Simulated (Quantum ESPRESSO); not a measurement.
**AlN (F-43m): phonon deformation potentials, worked out**

Aim: the phonon deformation potentials p and q of AlN (F-43m), tested on a biaxially strained cell.

Main program and level: Quantum ESPRESSO 7.5; DFT LDA, scalar-relativistic, plane waves, PseudoDojo norm-conserving pseudopotentials.

## 1. Set-up

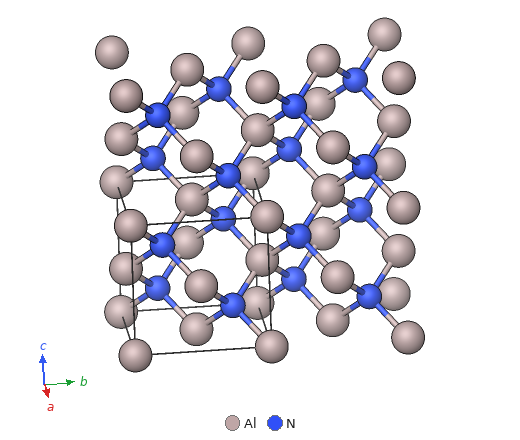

The cell as given, slightly off an axis (aluminium light grey, nitrogen blue). 1×2×2 cells are drawn. This picture shows the conventional cell, with its axes. Bonds to atoms that aren't drawn are left out. Some periodic images of atoms are drawn too.

As a file:

```xyz
2
Lattice="-2.1665 0.0000 2.1665 0.0000 2.1665 2.1665 -2.1665 2.1665 0.0000" Properties=species:S:1:pos:R:3 pbc="T T T"
Al    0.0000    0.0000    0.0000
N    -3.2497    3.2497    3.2497
```

This is the cell after its relaxation at this level of theory, not the database cell from which that began.

## 2. Uniaxial strain

The relaxed cell is stretched along z alone. This keeps all atoms on sites fixed by symmetry and splits the threefold mode into a singlet, polarised along z, and a doublet. The macroscopic field is left out, so these are transverse modes. Cutoff 92 Ry, k mesh 8×8×8.

From the response at ε_zz = 0.01:

The program printed:

```text
[banners, grids, parts of the stress and lines that vanish by symmetry left out]
Program PHONON v.7.5
     Reading xml data from directory:

[...]
Exchange-correlation= PW
                           (   1   4   0   0   0   0   0)
[...]
kinetic-energy cut-off    =      92.0000  Ry
     charge density cut-off    =     368.0000  Ry
     convergence threshold     =      1.0E-18
[...]
Exchange-correlation= PW
                           (   1   4   0   0   0   0   0)
[...]
q = (   0.0000000   0.0000000   0.0000000 )
      9 Sym.Ops. (with q -> -q+G )
     G cutoff =  315.6278  (  16505 G-vectors)     FFT grid: ( 36, 36, 36)
     number of k points=    59
[...]
Mode symmetry, D_2d (-42m) point group:
[...]
Representation #   1 mode #   1
[...]
End of self-consistent calculation
     Convergence has been achieved
     Representation #   2 mode #   2
[...]
End of self-consistent calculation
     Convergence has been achieved
     Representation #   3 modes #   3   4
[...]
End of self-consistent calculation
     Convergence has been achieved
     Representation #   4 modes #   5   6
[...]
End of self-consistent calculation
     Convergence has been achieved
[...]
q = (    0.000000000   0.000000000   0.000000000 )
[...]
freq (    1) =       0.025415 [THz] =       0.847748 [cm-1]
     freq (    2) =       0.025415 [THz] =       0.847748 [cm-1]
     freq (    3) =       0.026314 [THz] =       0.877727 [cm-1]
     freq (    4) =      19.736969 [THz] =     658.354404 [cm-1]
     freq (    5) =      19.736969 [THz] =     658.354404 [cm-1]
     freq (    6) =      19.878381 [THz] =     663.071416 [cm-1]
[...]
Mode symmetry, D_2d (-42m) point group:
     freq (   1-   1) =          0.8  [cm-1]   --> B_2  X_3  W_2   I+R
     freq (   2-   3) =          0.8  [cm-1]   --> E    X_5  W_3   I+R
     freq (   4-   5) =        658.4  [cm-1]   --> E    X_5  W_3   I+R
     freq (   6-   6) =        663.1  [cm-1]   --> B_2  X_3  W_2   I+R

   JOB DONE.
```

```
  ε_zz  singlet (cm⁻¹)  doublet (cm⁻¹)  σ_zz (GPa)  σ_xx (GPa)
 -0.01          675.55          680.76      -3.039      -1.723
-0.005          672.57          675.11      -1.525      -0.854
     0          669.49          669.49      -0.017      -0.017
 0.005          666.32          663.90       1.487       0.792
  0.01          663.07          658.35       2.985       1.571
```

Stress is counted positive in tension.

## 3. The fit

To first order ω² − ω₀² = p ε_zz + q (ε_xx + ε_yy) for the mode along z, and likewise for x and y. With ε_zz alone the singlet gives p and the doublet q.

The linear terms of parabolas through ω² are p = -1.86 ω₀² and q = -3.35 ω₀², with ω₀ = 669.5 cm⁻¹. Those of the stresses are C11 = 301 GPa and C12 = 165 GPa. Under hydrostatic strain p and q imply γ = −(p + 2q)/(6 ω₀²) = 1.43.

A layer held to an in-plane strain ε and free along z takes ε_zz = −2 (C12/C11) ε = -1.093 ε. To first order the singlet then shifts by (q − p C12/C11) ε / ω₀ = -1559 ε cm⁻¹. For ε = 0.006, ε_zz = -0.00656, the formulas for ω² predict 660.07 cm⁻¹ for the singlet and 666.37 cm⁻¹ for the doublet.

## 4. A biaxially strained cell

This run was no part of the fit.

The program printed:

```text
[banners, grids, parts of the stress and lines that vanish by symmetry left out]
[banner, memory and clock lines left out]
Program PHONON v.7.5

[...]
Exchange-correlation= PW
                           (   1   4   0   0   0   0   0)
[...]
kinetic-energy cut-off    =      92.0000  Ry
     charge density cut-off    =     368.0000  Ry
     convergence threshold     =      1.0E-18
[...]
Exchange-correlation= PW
                           (   1   4   0   0   0   0   0)
[...]
q = (   0.0000000   0.0000000   0.0000000 )
      9 Sym.Ops. (with q -> -q+G )
     G cutoff =  312.3247  (  16481 G-vectors)     FFT grid: ( 36, 36, 36)
     number of k points=    59
[...]
Mode symmetry, D_2d (-42m) point group:
[...]
Representation #   1 mode #   1
[...]
End of self-consistent calculation
     Convergence has been achieved
     Representation #   2 mode #   2
[...]
End of self-consistent calculation
     Convergence has been achieved
     Representation #   3 modes #   3   4
[...]
End of self-consistent calculation
     Convergence has been achieved
     Representation #   4 modes #   5   6
[...]
End of self-consistent calculation
     Convergence has been achieved
[...]
q = (    0.000000000   0.000000000   0.000000000 )
[...]
freq (    1) =       0.024138 [THz] =       0.805150 [cm-1]
     freq (    2) =       0.024138 [THz] =       0.805150 [cm-1]
     freq (    3) =       0.024874 [THz] =       0.829709 [cm-1]
     freq (    4) =      19.789516 [THz] =     660.107192 [cm-1]
     freq (    5) =      19.973497 [THz] =     666.244150 [cm-1]
     freq (    6) =      19.973497 [THz] =     666.244150 [cm-1]
[...]
Mode symmetry, D_2d (-42m) point group:
     freq (   1-   1) =          0.8  [cm-1]   --> B_2  X_3  W_2   I+R
     freq (   2-   3) =          0.8  [cm-1]   --> E    X_5  W_3   I+R
     freq (   4-   4) =        660.1  [cm-1]   --> B_2  X_3  W_2   I+R
     freq (   5-   6) =        666.2  [cm-1]   --> E    X_5  W_3   I+R
```

```
   mode  predicted (cm⁻¹)  run (cm⁻¹)
singlet            660.07      660.11
doublet            666.37      666.24
```

The stress along z is 0.013 GPa and that in the plane 1.667 GPa; the unstrained cell carries -0.017 GPa.

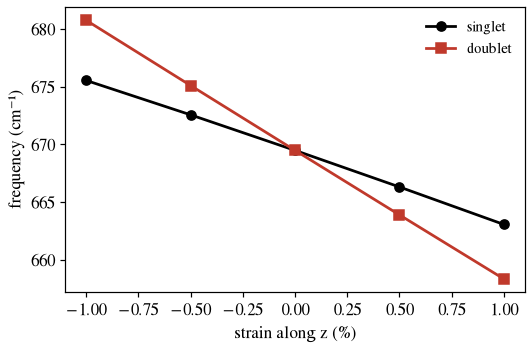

The two components under uniaxial strain.

## 5. What came out

```
p (in units of the squared frequency)           : -1.864
q (same units)                                  : -3.348
shift of the singlet per unit of biaxial strain : -1559 cm⁻¹
C11 and C12                                     : 301 and 165 GPa
```

What this shows: To first order, one per cent of tensile biaxial strain moves the singlet of AlN (F-43m) by -15.6 cm⁻¹ and the doublet by -5.2 cm⁻¹; the formulas miss the test run by up to 0.13 cm⁻¹. In backscattering from (001) the mode polarised along z is the one seen in diamond and zinc-blende crystals; in a polar crystal it is the LO mode, whose potentials differ somewhat from these. The third potential, r, needs shear strain and a relaxation of the atoms, which was not run. These are harmonic values at zero temperature.

[Host names and launcher messages were left out of these logs when they were recorded.]

[Logs are printed without paths, hosts, clocks, repeated set-up lines and the standing remarks that a program may print on its own settings, such as how far it seeks lower states.]

[Hosts, paths, dates, database ids (printed as entryN), source tags and the programs' standing remarks are cut or masked in the printed files.]
